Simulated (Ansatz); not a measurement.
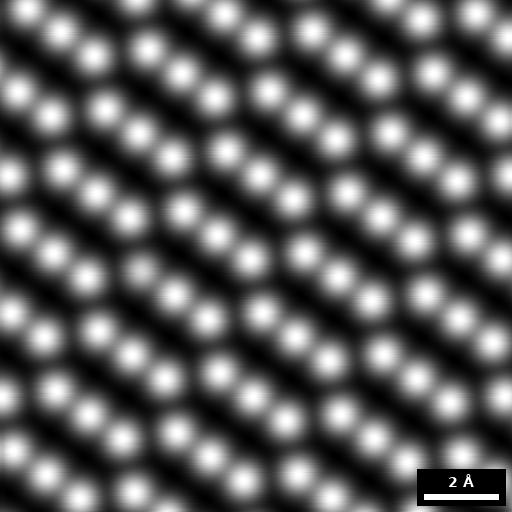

HAADF-like image of Co (P6/mmm, No. 191) along [101]. Simulation: incoherent imaging, intensity Z^1.6 per atom, probe width 0.73 Å, thin sample. The display is stretched by a gamma of 0.65; percentages refer to the linear signal. A slight drift was added.

The sample is 4 repeats (18.1 Å) thick. One point defect was put into the perfect crystal, without relaxing the atoms around it. Brightness is counted from the darkest point of the image. Host structure: the end point of a relaxation with Ansatz 0.2.0, DFT, LDA (PW92), plane waves (420 eV) with PAW, scalar-relativistic; the starting structure was generated, so it need not be a known form of this composition.

**Where is the defect (in Å from the left and the top edge), and what does its contrast suggest?**

At about 4 Å from the left and 7 Å from the top. The column is dimmer, which points to a vacancy or a lighter atom. The column holds 4 atoms (Co) through the sample, and one Co atom is missing, so its peak drops to about 75 % of that of its equals.
